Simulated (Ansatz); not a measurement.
Consider Ge.

```cif
data_structure
_symmetry_space_group_name_H-M 'P 1'
_symmetry_Int_Tables_number 1
_cell_length_a 4.2771
_cell_length_b 4.2771
_cell_length_c 4.2771
_cell_angle_alpha 90.087
_cell_angle_beta 89.913
_cell_angle_gamma 89.913
_cell_volume 78.24
loop_
_atom_site_label
_atom_site_type_symbol
_atom_site_fract_x
_atom_site_fract_y
_atom_site_fract_z
_atom_site_occupancy
Ge1 Ge 0.50000 0.00000 0.00000 1
Ge2 Ge 0.00000 0.00000 0.50000 1
Ge3 Ge 0.00000 0.50000 0.00000 1
Ge4 Ge 0.50000 0.50000 0.50000 1
```

Space group Fm-3m; a structure generated by program, which may or may not match a known phase.

These are results of Ansatz, DFT PBE, scalar-relativistic, plane waves, PAW, not measurements.

> Predict the valence pseudo-density and electron localisation function between the atoms.

Ge–Ge (3.02 Å): the density is about 0.16 e/Å³ at the midpoint; the ELF is about 0.35 at the midpoint.

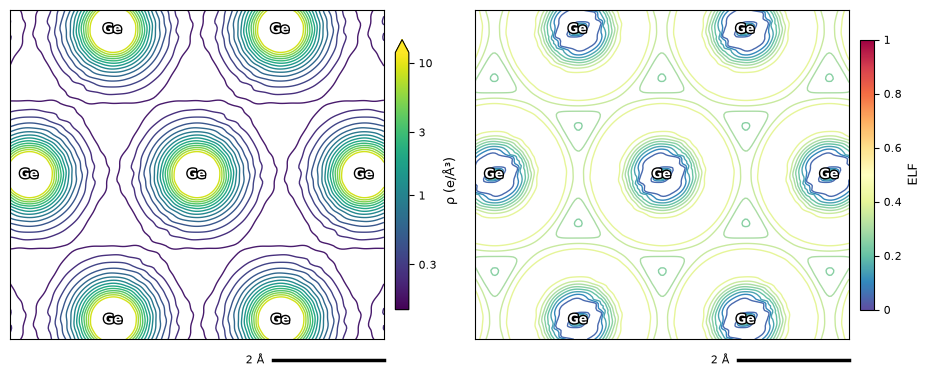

Computed valence pseudo-density and electron localisation function on the (111) plane of the conventional cell, in this order. 

The density is the valence pseudo-density of a PAW calculation; it isn't the true density close to the nuclei.
